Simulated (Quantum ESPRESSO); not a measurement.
# 1T-PbI2, 1 layer, stepped through biaxial strain, part 5 of 9

What law, if any, do the results for 1T-PbI2, 1 layer follow against biaxial strain?

Quantum ESPRESSO 7.5; plane-wave DFT, PBE, GBRV ultrasoft pseudopotentials.

So far. Step 3 (Relaxing the ions, -4 %): The relaxation lowers the energy by 13 meV an atom. Step 6 (Bands along a path, -4 %): Along this path the valence top lies between K and Γ and the conduction bottom at Γ.

## Step 7: SCF with pw.x, -4 %

Level of this step: plane-wave DFT, PBE, PseudoDojo fully relativistic norm-conserving pseudopotentials (Quantum ESPRESSO 7.5).

Contents of m0.soc.in:

```
&control
  prefix = 'm0.soc'
  outdir = './out'
  pseudo_dir = './pseudo'
  calculation = 'scf'
  tprnfor = .true.
/
&system
  ibrav = 0
  nat = 3
  ntyp = 2
  ecutwfc = 62
  ecutrho = 248
  occupations = 'smearing'
  smearing = 'fd'
  degauss = 0.002
  noncolin = .true.
  lspinorb = .true.
  nbnd = 34
/
&electrons
  conv_thr = 1e-07
  mixing_beta = 0.4
  electron_maxstep = 120
  mixing_mode = 'plain'
/
ATOMIC_SPECIES
  I   126.9045  I.dojo-fr-pbe-0.4-standard.upf
  Pb  207.2000  Pb.dojo-fr-pbe-0.4-standard.upf
CELL_PARAMETERS angstrom
  4.47883271424000 0.00000000000000 0.00000000000000
  -2.23941635712000 3.87878291040000 0.00000000000000
  0.00000000000000 0.00000000000000 16.78885438200000
ATOMIC_POSITIONS crystal
  I   0.666666666700 0.333333333300 0.383012229900
  Pb  0.000000000000 0.000000000000 0.500000000000
  I   0.333333333300 0.666666666700 0.616987770100
K_POINTS automatic
  6 6 1 0 0 0
```

Run with:

```bash
OMP_NUM_THREADS=1 mpirun -n 4 pw.x -nk 2 -in m0.soc.in > m0.soc.out
```

The log of the run:

```text
[banner, memory and clock lines left out]
Program PWSCF v.7.5 starts
[citation notice left out]

[...]
Message from routine setup:
[...]
bravais-lattice index     =            0
     lattice parameter (alat)  =       8.4638  a.u.
     unit-cell volume          =    1968.2397 (a.u.)^3
     number of atoms/cell      =            3
     number of atomic types    =            2
     number of electrons       =        28.00
     number of Kohn-Sham states=           34
     kinetic-energy cutoff     =      62.0000  Ry
     charge density cutoff     =     248.0000  Ry
     scf convergence threshold =      1.0E-07
     mixing beta               =       0.4000
     number of iterations used =            8  plain     mixing
     Exchange-correlation= PBE
                           (   1   4   3   4   0   0   0)
     Non magnetic calculation with spin-orbit

[...]
PseudoPot. # 1 for I  read from file:
     ./pseudo/I.dojo-fr-pbe-0.4-standard.upf
     Pseudo is Norm-conserving + core correction, Zval =  7.0
     Generated using ONCVPSP code by D. R. Hamann
     Using radial grid of 1210 points, 10 beta functions with:
                l(1) =   0
                l(2) =   0
                l(3) =   1
                l(4) =   1
                l(5) =   1
                l(6) =   1
                l(7) =   2
                l(8) =   2
                l(9) =   2
               l(10) =   2

     PseudoPot. # 2 for Pb read from file:
     ./pseudo/Pb.dojo-fr-pbe-0.4-standard.upf
     Pseudo is Norm-conserving + core correction, Zval = 14.0
     Generated using ONCVPSP code by D. R. Hamann
     Using radial grid of 1782 points, 10 beta functions with:
                l(1) =   0
                l(2) =   0
                l(3) =   1
                l(4) =   1
                l(5) =   1
                l(6) =   1
                l(7) =   2
                l(8) =   2
                l(9) =   2
               l(10) =   2

     atomic species   valence    mass     pseudopotential
     I                 7.00   126.90450     I ( 1.00)
     Pb               14.00   207.20000     Pb( 1.00)

     12 Sym. Ops., with inversion, found

[...]
number of k points=     7  Fermi-Dirac smearing, width (Ry)=  0.0020
[...]
Dense  grid:   129987 G-vectors     FFT dimensions: (  45,  45, 160)

     Initial potential from superposition of free atoms

     starting charge      27.9973, renormalised to      28.0000

     negative rho (up, down):  3.700E-06 0.000E+00
     Starting wfcs are   34 randomized atomic wfcs

     per-process dynamical memory:   118.4 Mb

     Self-consistent Calculation

     iteration #  1     ecut=    62.00 Ry     beta= 0.40
     Davidson diagonalization with overlap
     ethr =  1.00E-02,  avg # of iterations =  2.9

     Threshold (ethr) on eigenvalues was too large:
     Diagonalizing with lowered threshold

     Davidson diagonalization with overlap
     ethr =  2.19E-04,  avg # of iterations =  3.9

     negative rho (up, down):  7.639E-07 0.000E+00

     total energy              =    -192.37698230 Ry
     estimated scf accuracy    <       0.05235788 Ry

     iteration #  2     ecut=    62.00 Ry     beta= 0.40
[...]
negative rho (up, down):  3.563E-07 0.000E+00

[...]
total energy              =    -192.38804482 Ry
     estimated scf accuracy    <       0.01219355 Ry

     iteration #  3     ecut=    62.00 Ry     beta= 0.40
[...]
negative rho (up, down):  2.861E-08 0.000E+00

[...]
total energy              =    -192.39011281 Ry
     estimated scf accuracy    <       0.00141714 Ry

     iteration #  4     ecut=    62.00 Ry     beta= 0.40
[...]
total energy              =    -192.39028974 Ry
     estimated scf accuracy    <       0.00019706 Ry

     iteration #  5     ecut=    62.00 Ry     beta= 0.40
[...]
total energy              =    -192.39031088 Ry
     estimated scf accuracy    <       0.00001037 Ry

     iteration #  6     ecut=    62.00 Ry     beta= 0.40
[...]
total energy              =    -192.39031325 Ry
     estimated scf accuracy    <       0.00000075 Ry

     iteration #  7     ecut=    62.00 Ry     beta= 0.40
[...]
total energy              =    -192.39031330 Ry
     estimated scf accuracy    <       0.00000038 Ry

     iteration #  8     ecut=    62.00 Ry     beta= 0.40
[...]
total energy              =    -192.39031340 Ry
     estimated scf accuracy    <       0.00000039 Ry

     iteration #  9     ecut=    62.00 Ry     beta= 0.40
[...]
End of self-consistent calculation

          k = 0.0000 0.0000 0.0000 ( 16267 PWs)   bands (ev):

   -19.2302 -19.2302 -19.2110 -19.2110 -16.6707 -16.6707 -16.6462 -16.6462
   -16.6396 -16.6396 -13.7876 -13.7876 -13.3279 -13.3279  -8.6024  -8.6024
    -3.7136  -3.7136  -3.0533  -3.0533  -2.6421  -2.6421  -2.2699  -2.2699
    -2.0848  -2.0848  -2.0305  -2.0305   0.0514   0.0514   1.5266   1.5266
     2.2274   2.2274

          k = 0.0000 0.1925 0.0000 ( 16259 PWs)   bands (ev):

   -19.2295 -19.2295 -19.2118 -19.2118 -16.6715 -16.6715 -16.6511 -16.6511
   -16.6386 -16.6386 -13.6697 -13.6697 -13.2518 -13.2518  -8.6682  -8.6682
    -3.8681  -3.8681  -3.6015  -3.6015  -2.9340  -2.9340  -2.7057  -2.7057
    -2.3752  -2.3752  -1.8138  -1.8138   0.4905   0.4905   1.8269   1.8269
     2.2208   2.2208

[...]
the Fermi energy is    -0.5401 ev

!    total energy              =    -192.39031346 Ry
     estimated scf accuracy    <          2.7E-09 Ry
     smearing contrib. (-TS)   =      -0.00000000 Ry
     internal energy E=F+TS    =    -192.39031346 Ry

     The total energy is F=E-TS. E is the sum of the following terms:
     one-electron contribution =    -451.08878888 Ry
     hartree contribution      =     232.69345302 Ry
     xc contribution           =     -55.62635606 Ry
     ewald contribution        =      81.63137847 Ry

     convergence has been achieved in   9 iterations

     Forces acting on atoms (cartesian axes, Ry/au):

     atom    1 type  1   force =     0.00000000    0.00000000   -0.00158501
     atom    2 type  2   force =     0.00000000   -0.00000000    0.00000000
     atom    3 type  1   force =     0.00000000    0.00000000    0.00158501

     Total force =     0.002242     Total SCF correction =     0.000082

[...]
```

Run time: 47 s. Hardware: 4 MPI ranks of Arm Neoverse V1, shared host; peak memory 0.89 GiB; 3.1 min of CPU time.

Read from the output:

* free energy: -2617.6036 eV
* Fermi energy: -0.5401 eV
* valence top, on the run's zero: -1.814 eV
* conduction bottom, on the run's zero: 0.05142 eV
* gap by band count: 1.865 eV

## Step 8: Band structure, -4 %

Contents of m0.soc.bands.in:

```
&control
  prefix = 'm0.soc.bands'
  outdir = './out'
  pseudo_dir = './pseudo'
  calculation = 'bands'
/
&system
  ibrav = 0
  nat = 3
  ntyp = 2
  ecutwfc = 62
  ecutrho = 248
  occupations = 'smearing'
  smearing = 'fd'
  degauss = 0.002
  noncolin = .true.
  lspinorb = .true.
  nbnd = 34
/
&electrons
  conv_thr = 1e-07
  mixing_beta = 0.4
  electron_maxstep = 120
  mixing_mode = 'plain'
/
ATOMIC_SPECIES
  I   126.9045  I.dojo-fr-pbe-0.4-standard.upf
  Pb  207.2000  Pb.dojo-fr-pbe-0.4-standard.upf
CELL_PARAMETERS angstrom
  4.47883271424000 0.00000000000000 0.00000000000000
  -2.23941635712000 3.87878291040000 0.00000000000000
  0.00000000000000 0.00000000000000 16.78885438200000
ATOMIC_POSITIONS crystal
  I   0.666666666700 0.333333333300 0.383012229900
  Pb  0.000000000000 0.000000000000 0.500000000000
  I   0.333333333300 0.666666666700 0.616987770100
K_POINTS crystal_b
4
  0.0000000000 0.0000000000 0.0000000000 10
  0.5000000000 0.0000000000 0.0000000000 10
  0.3333333333 0.3333333333 0.0000000000 10
  0.0000000000 0.0000000000 0.0000000000 1
```

Run with:

```bash
cp -r out/m0.soc.save out/m0.soc.bands.save
cp out/m0.soc.xml out/m0.soc.bands.xml
OMP_NUM_THREADS=1 mpirun -n 4 pw.x -nk 4 -in m0.soc.bands.in > m0.soc.bands.out
```

The log of the run:

```text
[banner, memory and clock lines left out]
Program PWSCF v.7.5 starts
[citation notice left out]

[...]
Message from routine setup:
[...]
bravais-lattice index     =            0
     lattice parameter (alat)  =       8.4638  a.u.
     unit-cell volume          =    1968.2397 (a.u.)^3
     number of atoms/cell      =            3
     number of atomic types    =            2
     number of electrons       =        28.00
     number of Kohn-Sham states=           34
     kinetic-energy cutoff     =      62.0000  Ry
     charge density cutoff     =     248.0000  Ry
     Exchange-correlation= PBE
                           (   1   4   3   4   0   0   0)
     Non magnetic calculation with spin-orbit

[...]
PseudoPot. # 1 for I  read from file:
     ./pseudo/I.dojo-fr-pbe-0.4-standard.upf
     Pseudo is Norm-conserving + core correction, Zval =  7.0
     Generated using ONCVPSP code by D. R. Hamann
     Using radial grid of 1210 points, 10 beta functions with:
                l(1) =   0
                l(2) =   0
                l(3) =   1
                l(4) =   1
                l(5) =   1
                l(6) =   1
                l(7) =   2
                l(8) =   2
                l(9) =   2
               l(10) =   2

     PseudoPot. # 2 for Pb read from file:
     ./pseudo/Pb.dojo-fr-pbe-0.4-standard.upf
     Pseudo is Norm-conserving + core correction, Zval = 14.0
     Generated using ONCVPSP code by D. R. Hamann
     Using radial grid of 1782 points, 10 beta functions with:
                l(1) =   0
                l(2) =   0
                l(3) =   1
                l(4) =   1
                l(5) =   1
                l(6) =   1
                l(7) =   2
                l(8) =   2
                l(9) =   2
               l(10) =   2

     atomic species   valence    mass     pseudopotential
     I                 7.00   126.90450     I ( 1.00)
     Pb               14.00   207.20000     Pb( 1.00)

     12 Sym. Ops., with inversion, found

[...]
number of k points=    31  Fermi-Dirac smearing, width (Ry)=  0.0020
[...]
Dense  grid:   129987 G-vectors     FFT dimensions: (  45,  45, 160)

     The potential is recalculated from file :
     ./out/m0.soc.bands.save/charge-density

     Starting wfcs are   34 randomized atomic wfcs

     Band Structure Calculation
     Davidson diagonalization with overlap

     ethr =  3.57E-10,  avg # of iterations = 23.7

     End of band structure calculation

          k = 0.0000 0.0000 0.0000 ( 16267 PWs)   bands (ev):

   -19.2303 -19.2303 -19.2111 -19.2111 -16.6707 -16.6707 -16.6463 -16.6463
   -16.6397 -16.6397 -13.7875 -13.7875 -13.3278 -13.3278  -8.6023  -8.6023
    -3.7136  -3.7136  -3.0532  -3.0532  -2.6420  -2.6420  -2.2698  -2.2698
    -2.0848  -2.0848  -2.0304  -2.0304   0.0516   0.0516   1.5268   1.5268
     2.2277   2.2277

          k = 0.0500 0.0289 0.0000 ( 16245 PWs)   bands (ev):

   -19.2302 -19.2302 -19.2112 -19.2112 -16.6707 -16.6707 -16.6469 -16.6469
   -16.6397 -16.6397 -13.7764 -13.7764 -13.3203 -13.3203  -8.6079  -8.6079
    -3.7218  -3.7218  -3.1256  -3.1256  -2.6614  -2.6614  -2.3505  -2.3505
    -2.1517  -2.1517  -1.9496  -1.9496   0.1214   0.1214   1.5637   1.5637
     2.1986   2.1986

[...]
```

Elapsed: 1.8 min, on 4 MPI ranks; peak memory 0.9 GiB.

Read from the output:

```
valence top, on the run's zero       : -1.808 eV
conduction bottom, on the run's zero : 0.05162 eV
gap by band count                    : 1.860 eV
```

Band numbers count within the set of bands kept for display. Electronic bands along the path, in eV, zero at the highest filled level of the SCF mesh; v1 is the highest filled band, c1 the lowest empty one:

| point | v4 | v3 | v2 | v1 | c1 | c2 | c3 | c4 |
| --- | --- | --- | --- | --- | --- | --- | --- | --- |
| Γ | -0.27 | -0.27 | -0.22 | -0.22 | 1.87 | 1.87 | 3.34 | 3.34 |
| M | -0.75 | -0.75 | -0.50 | -0.50 | 2.65 | 2.65 | 3.74 | 3.74 |
| K | -1.11 | -1.11 | -0.34 | -0.34 | 2.96 | 2.96 | 3.83 | 3.83 |
| Γ | -0.27 | -0.27 | -0.22 | -0.22 | 1.87 | 1.87 | 3.34 | 3.34 |

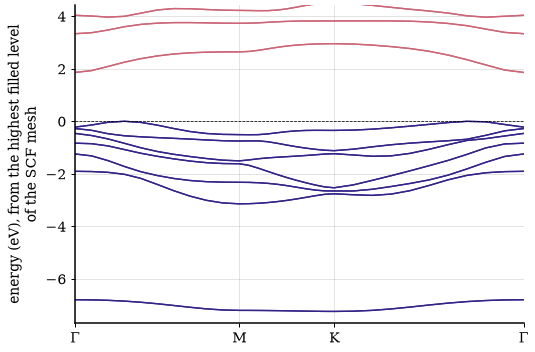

Electronic bands along the path; lines of filled and empty bands in two colours.

Along this path the valence top lies between Γ and M and the conduction bottom at Γ.

(Continued in part 6 of 9.)

[Logs are printed without paths, hosts, clocks, repeated set-up lines and the standing remarks that a program may print on its own settings, such as how far it seeks lower states.]

[Hosts, paths, dates, database ids (printed as entryN), source tags and the programs' standing remarks are cut or masked in the printed files.]

[Maps of the electrostatic potential energy from Ansatz leave out the sawtooth potential of an applied field or a dipole correction, so their vacuum need not be flat; planar profiles and work functions include it.]
